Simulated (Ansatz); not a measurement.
# Ga$_{2}$O$_{3}$: geometry relaxation (part 2 of 2)

Ga$_{2}$O$_{3}$ (R-3c, 10 atoms in the cell); DFT, PBE, plane waves, PAW, no spin polarisation (Ansatz 0.2.0); cutoff 420 eV, 3×3×3 k-mesh, Gaussian smearing of 0.02 eV. The structure derives from an entry of the Crystallography Open Database. The settings are looser than a standard set-up, so the numbers are not reference values.

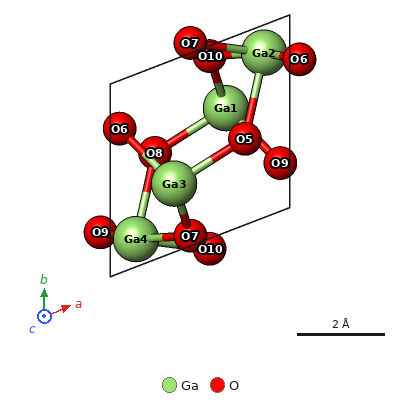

Figure 1. The geometry at step 3 of the log (ball-and-stick view of the reduced cell, along the c axis; atoms are numbered from 1 in the order of the input).

Output, continued
```
  k-point 0: bands = ["-10.0698", "-8.2293", "-8.2293", "-8.1932", "-8.1785", "-8.1785", "-4.1401", "-4.1401", "-4.0606", "-4.0606", "-3.9994", "-3.9646", "-3.9263", "-3.9263", "-3.8964", "-3.8964", "-3.8533", "-3.8533", "-3.7846", "-3.7841", "-3.7841", "-3.7830", "-3.5555", "-3.5555", "-2.9992", "-2.9992", "1.5945", "2.2775", "3.5602", "3.5602", "4.5494", "4.7442", "5.1778", "5.1778", "5.4781", "7.6082", "7.6082", "8.0915", "8.0915", "8.2863", "8.2863", "8.2948", "8.3714", "8.3714", "11.0073", "14.9239", "15.1768", "17.1237", "18.4594", "18.4681", "18.4681", "19.3117", "19.5101", "19.5101"]
  k-point 1: bands = ["-9.6238", "-8.6871", "-8.2693", "-8.2566", "-8.2001", "-8.1800", "-4.1009", "-4.0829", "-4.0428", "-4.0349", "-3.9966", "-3.9748", "-3.9373", "-3.9314", "-3.9067", "-3.9029", "-3.8707", "-3.8552", "-3.8203", "-3.7891", "-3.7797", "-3.6816", "-3.5771", "-3.5283", "-3.2916", "-3.1507", "2.0660", "2.5417", "2.6424", "4.1045", "4.7774", "5.4100", "5.4592", "6.1535", "6.5441", "6.6928", "6.9651", "7.0499", "7.6321", "7.6545", "7.9122", "7.9885", "8.4207", "8.5462", "13.3500", "14.7201", "15.3669", "15.9743", "17.5755", "17.9298", "19.0880", "19.7227", "19.9454", "20.2145"]
  k-point 2: bands = ["-9.5359", "-8.5024", "-8.3897", "-8.3605", "-8.2533", "-8.1973", "-4.1337", "-4.0698", "-4.0563", "-4.0315", "-4.0218", "-3.9872", "-3.9745", "-3.9734", "-3.9161", "-3.8623", "-3.8570", "-3.8386", "-3.8099", "-3.7966", "-3.7880", "-3.7204", "-3.6561", "-3.5297", "-3.4128", "-2.9579", "2.2184", "2.6917", "3.4350", "4.3075", "4.6117", "5.1120", "5.3960", "5.7939", "5.9741", "6.4609", "7.0796", "7.2192", "7.7434", "7.8076", "7.8559", "8.1208", "8.1268", "8.3641", "13.7260", "14.9053", "15.7289", "16.2993", "17.5560", "17.6099", "18.1084", "19.9655", "19.9993", "20.0624"]
  k-point 5: bands = ["-9.1165", "-9.0068", "-8.4782", "-8.2858", "-8.2537", "-8.1623", "-4.1040", "-4.0702", "-4.0551", "-4.0162", "-4.0121", "-3.9993", "-3.9757", "-3.9606", "-3.9469", "-3.8725", "-3.8440", "-3.8358", "-3.8253", "-3.7812", "-3.7532", "-3.7436", "-3.7123", "-3.6745", "-3.1629", "-3.0710", "2.4778", "3.1703", "3.3772", "3.8076", "4.7316", "5.0378", "5.5770", "5.9254", "6.2755", "6.4792", "6.6743", "7.0486", "7.6161", "7.6224", "7.8634", "7.9787", "8.1624", "8.2146", "14.7720", "14.8767", "15.7492", "15.7569", "16.9178", "17.9947", "18.6733", "19.0154", "20.2092", "20.2642"]
--- Relaxed structure (4 steps of the walk, 4 accepted, 1 SCFs on fresh bases) ---
  F+E_penalty+E_count = -18539.80359475 eV   max|allowed force component| = 3.806e-3 eV/Å   (the final SCF, on the basis selected at the relaxed cell)
  cell:  # Å, volume = 100.5581 Å³
    - [2.5285256843619366, 1.459844984519247, 4.540374258947556]
    - [-2.5285256843619366, 1.459844984519247, 4.540374258947556]
    - [3.3829052142687536e-19, -2.9196899690384934, 4.540374258947556]
  atoms:
    - { symbol: Ga, position: [0.3558530775963563, 0.3558530775963563, 0.35585307759635626] }
    - { symbol: Ga, position: [0.1441469224036438, 0.1441469224036438, 0.1441469224036438] }
    - { symbol: Ga, position: [0.6441469224036438, 0.6441469224036438, 0.6441469224036438] }
    - { symbol: Ga, position: [0.8558530775963563, 0.8558530775963563, 0.8558530775963562] }
    - { symbol: O, position: [0.5531618288755342, 0.946838171124466, 0.2499999999999999] }
    - { symbol: O, position: [0.25000000000000006, 0.5531618288755341, 0.946838171124466] }
    - { symbol: O, position: [0.9468381711244659, 0.2500000000000001, 0.5531618288755341] }
    - { symbol: O, position: [0.4468381711244659, 0.05316182887553411, 0.75] }
    - { symbol: O, position: [0.75, 0.446838171124466, 0.053161828875533945] }
    - { symbol: O, position: [0.05316182887553417, 0.75, 0.44683817112446583] }
```

Trajectory as extended XYZ (Å, eV, eV/Å), 5 frames, from step=1 to step=5
```
10
Lattice="2.5265 1.4587 4.5413 -2.5265 1.4587 4.5413 0.0000 -2.9174 4.5413" Properties=species:S:1:pos:R:3:forces:R:3 step=1 energy=-18539.80320 pressure_GPa=0.30
Ga    0.0000    0.0000    4.8489    0.0000   0.0000  -0.0158
Ga    0.0000    0.0000    1.9631    0.0000   0.0000   0.0158
Ga    0.0000    0.0000    8.7751    0.0000   0.0000   0.0158
Ga    0.0000    0.0000   11.6609    0.0000   0.0000  -0.0158
O    -0.9952    1.4587    7.9473    0.0051   0.0000   0.0000
O    -0.7657   -1.5912    7.9473   -0.0025   0.0044   0.0000
O     1.7608    0.1325    7.9473   -0.0025  -0.0044   0.0000
O     0.9952   -1.4587    5.6767   -0.0051   0.0000   0.0000
O     0.7657    1.5912    5.6767    0.0025  -0.0044   0.0000
O    -1.7608   -0.1325    5.6767    0.0025   0.0044   0.0000
10
Lattice="2.5285 1.4598 4.5376 -2.5285 1.4598 4.5376 0.0000 -2.9197 4.5376" Properties=species:S:1:pos:R:3:forces:R:3 step=2 energy=-18539.80299 pressure_GPa=0.12
Ga    0.0000    0.0000    4.8444    0.0000   0.0000  -0.0055
Ga    0.0000    0.0000    1.9619    0.0000   0.0000   0.0055
Ga    0.0000    0.0000    8.7683    0.0000   0.0000   0.0055
Ga    0.0000    0.0000   11.6508    0.0000   0.0000  -0.0055
O    -0.9949    1.4598    7.9407   -0.0108   0.0000   0.0000
O    -0.7668   -1.5915    7.9407    0.0054  -0.0094   0.0000
O     1.7617    0.1317    7.9407    0.0054   0.0094   0.0000
O     0.9949   -1.4598    5.6720    0.0108   0.0000   0.0000
O     0.7668    1.5915    5.6720   -0.0054   0.0094   0.0000
O    -1.7617   -0.1317    5.6720   -0.0054  -0.0094   0.0000
10
Lattice="2.5285 1.4598 4.5400 -2.5285 1.4598 4.5400 0.0000 -2.9196 4.5400" Properties=species:S:1:pos:R:3:forces:R:3 step=3 energy=-18539.80277 pressure_GPa=0.02
Ga    0.0000    0.0000    4.8469    0.0000   0.0000  -0.0057
Ga    0.0000    0.0000    1.9631    0.0000   0.0000   0.0057
Ga    0.0000    0.0000    8.7732    0.0000   0.0000   0.0057
Ga    0.0000    0.0000   11.6570    0.0000   0.0000  -0.0057
O    -0.9952    1.4598    7.9451   -0.0044   0.0000   0.0000
O    -0.7666   -1.5918    7.9451    0.0022  -0.0038   0.0000
O     1.7619    0.1320    7.9451    0.0022   0.0038   0.0000
O     0.9952   -1.4598    5.6751    0.0044   0.0000   0.0000
O     0.7666    1.5918    5.6751   -0.0022   0.0038   0.0000
O    -1.7619   -0.1320    5.6751   -0.0022  -0.0038   0.0000
10
Lattice="2.5285 1.4598 4.5404 -2.5285 1.4598 4.5404 0.0000 -2.9197 4.5404" Properties=species:S:1:pos:R:3:forces:R:3 step=4 energy=-18539.80272 pressure_GPa=-0.01
Ga    0.0000    0.0000    4.8471    0.0000   0.0000  -0.0038
Ga    0.0000    0.0000    1.9634    0.0000   0.0000   0.0038
Ga    0.0000    0.0000    8.7740    0.0000   0.0000   0.0038
Ga    0.0000    0.0000   11.6577    0.0000   0.0000  -0.0038
O    -0.9954    1.4598    7.9457   -0.0016   0.0000   0.0000
O    -0.7666   -1.5920    7.9457    0.0008  -0.0014   0.0000
O     1.7620    0.1321    7.9457    0.0008   0.0014   0.0000
O     0.9954   -1.4598    5.6755    0.0016   0.0000   0.0000
O     0.7666    1.5920    5.6755   -0.0008   0.0014   0.0000
O    -1.7620   -0.1321    5.6755   -0.0008  -0.0014   0.0000
10
Lattice="2.5285 1.4598 4.5404 -2.5285 1.4598 4.5404 0.0000 -2.9197 4.5404" Properties=species:S:1:pos:R:3:forces:R:3 step=5 energy=-18539.80360 pressure_GPa=0.01
Ga    0.0000    0.0000    4.8471    0.0000   0.0000  -0.0038
Ga    0.0000    0.0000    1.9634    0.0000   0.0000   0.0038
Ga    0.0000    0.0000    8.7740    0.0000   0.0000   0.0038
Ga    0.0000    0.0000   11.6577    0.0000   0.0000  -0.0038
O    -0.9954    1.4598    7.9457   -0.0018   0.0000   0.0000
O    -0.7666   -1.5920    7.9457    0.0009  -0.0015   0.0000
O     1.7620    0.1321    7.9457    0.0009   0.0015   0.0000
O     0.9954   -1.4598    5.6755    0.0018   0.0000   0.0000
O     0.7666    1.5920    5.6755   -0.0009   0.0015   0.0000
O    -1.7620   -0.1321    5.6755   -0.0009  -0.0015   0.0000
```

This output came from the following input.

The input
```yaml
crystal:
  lattice:
    - [2.5265240584, 1.4586893452, 4.5413332846]
    - [-2.5265240584, 1.4586893452, 4.5413332846]
    - [0.0, -2.9173786904, 4.5413332846]
  atoms:
    - { symbol: Ga, position: [0.3559115246, 0.3559115246, 0.3559115246] }
    - { symbol: Ga, position: [0.1440884754, 0.1440884754, 0.1440884754] }
    - { symbol: Ga, position: [0.6440884754, 0.6440884754, 0.6440884754] }
    - { symbol: Ga, position: [0.8559115246, 0.8559115246, 0.8559115246] }
    - { symbol: O, position: [0.5530571557, 0.9469428443, 0.25] }
    - { symbol: O, position: [0.25, 0.5530571557, 0.9469428443] }
    - { symbol: O, position: [0.9469428443, 0.25, 0.5530571557] }
    - { symbol: O, position: [0.4469428443, 0.0530571557, 0.75] }
    - { symbol: O, position: [0.75, 0.4469428443, 0.0530571557] }
    - { symbol: O, position: [0.0530571557, 0.75, 0.4469428443] }
basis:
  ecutwfc: 420
kpoints:
  mp_grid: { grid: [3, 3, 3] }
hamiltonian:
  xc: pbe
scf:
  occupations: { method: gaussian, width: 0.02 }
output:
  forces: true
  stress: true
  eigenvalues: true
  write_density: true
  write_potential: true
  elf: true
  volumetric_format: npy
relax:
  adjacent_minimum: "off"
  f_tol: 0.005
  max_steps: 80
  cell: { stress_tol: 0.05 }
```

Launched with:
```bash
ansatz run input.yaml --threads 1 --pin off --max-ram 2560MiB --backend cpu --events-out ev --progress --plain --runs-dir out
```

Results in brief

- outcome: converged
- space group (tolerance 0.01 Å): R-3c (167)
- electrons treated: 88
- free energy: −18539.8036 eV
- Fermi energy: 9.777 eV
- gap on the k-point mesh: 2.46 eV
- pressure: 0.01 GPa
- final volume: 100.56 Å³
- largest force (length of the vector) at the end: 0.004 eV/Å
- final cell: a = 5.398 Å, b = 5.398 Å, c = 5.398 Å, α = 55.86°, β = 55.86°, γ = 55.86°
- hardware: 1 thread of Arm Neoverse V2, 24 GiB of memory available, shared host
- wall time: 11 s
- peak memory: 0.37 GiB

Remarks

These settings are looser than, or depart from, a standard set-up, so the numbers are not reference values for this system.
